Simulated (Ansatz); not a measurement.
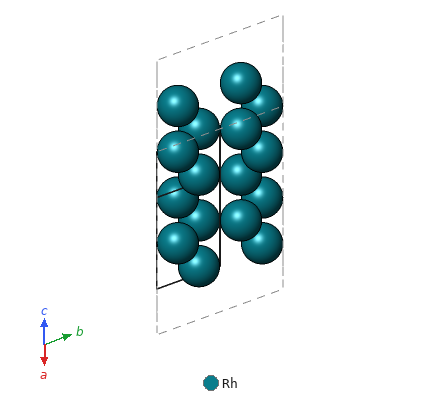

Rh (P6_3/mmc, No. 194): a calculation's starting geometry; the starting structure was generated, so it need not be a known form of this composition.

```cif
data_structure
_symmetry_space_group_name_H-M 'P 1'
_symmetry_Int_Tables_number 1
_cell_length_a 2.6697
_cell_length_b 2.6697
_cell_length_c 4.3072
_cell_angle_alpha 90.000
_cell_angle_beta 90.000
_cell_angle_gamma 120.000
_cell_volume 26.59
loop_
_atom_site_label
_atom_site_type_symbol
_atom_site_fract_x
_atom_site_fract_y
_atom_site_fract_z
_atom_site_occupancy
Rh1 Rh 0.33333 0.66667 0.25000 1
Rh2 Rh 0.66667 0.33333 0.75000 1
```

**What will a HAADF-like image along [201] show? The image is simulated as a sum over atoms of Z^1.7, blurred by a 0.80 Å probe (no channelling). The speckle of an amorphous layer was added.**

The columns repeat on a centred rectangular net of 1.68 × 4.62 Å (plane group c2mm). All columns are alike (Rh). The shortest distance between visible columns is 1.14 Å in projection. Along the beam the structure repeats every 6.86 Å.

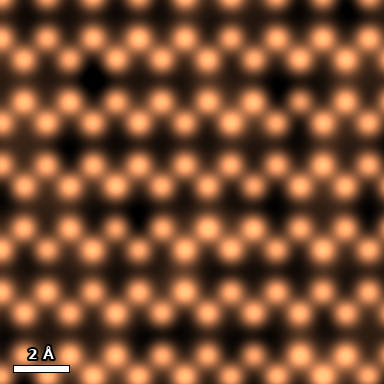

The simulated image.
